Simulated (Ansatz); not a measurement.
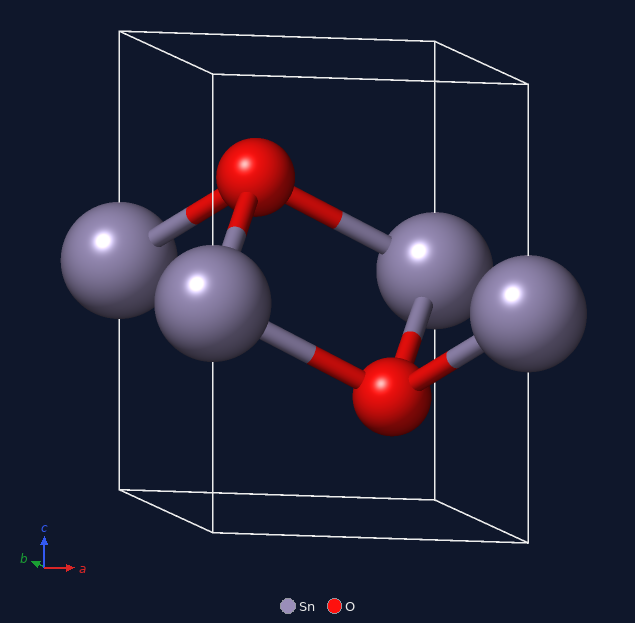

Crystal structure, ball-and-stick style, seen slightly off an axis. The outline marks the simulation cell.

```xyz
3
Lattice="3.2164 0.0000 0.0000 -1.6082 2.7855 0.0000 0.0000 0.0000 4.5943" Properties=species:S:1:pos:R:3 pbc="T T T"
Sn    0.0000    0.0000    2.2971
O     0.0000    1.8570    3.3078
O     1.6082    0.9285    1.2865
```

Electronic-structure method: DFT PBE+D3(BJ), scalar-relativistic, plane waves, PAW in Ansatz. Parameters: a plane-wave cutoff of 420 eV, a 12×12×6 k-point grid, Gaussian smearing of 0.02 eV, no spin polarisation.

> Give the Bader charge of each element.

Sn +2.36 e; O -1.18 e. The transfer is large, as in an ionic solid.

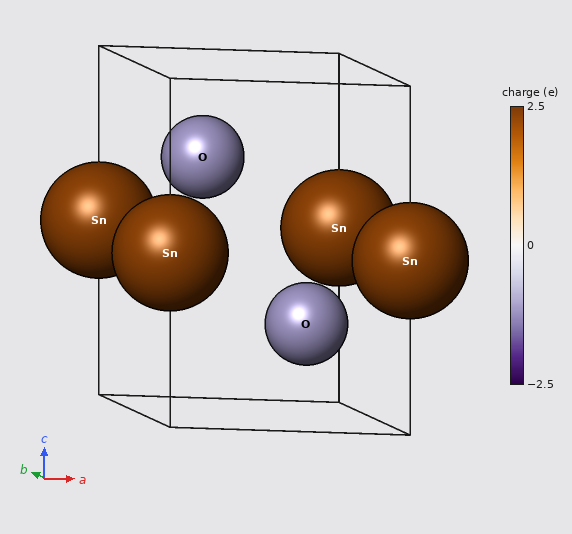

The atoms coloured by those charges.

It goes back to a structure type filled with these elements by a generator (whether the compound takes this form wasn't checked). Earlier steps of the study may have refined or changed the cell and positions. A calculation with Ansatz used it as input.
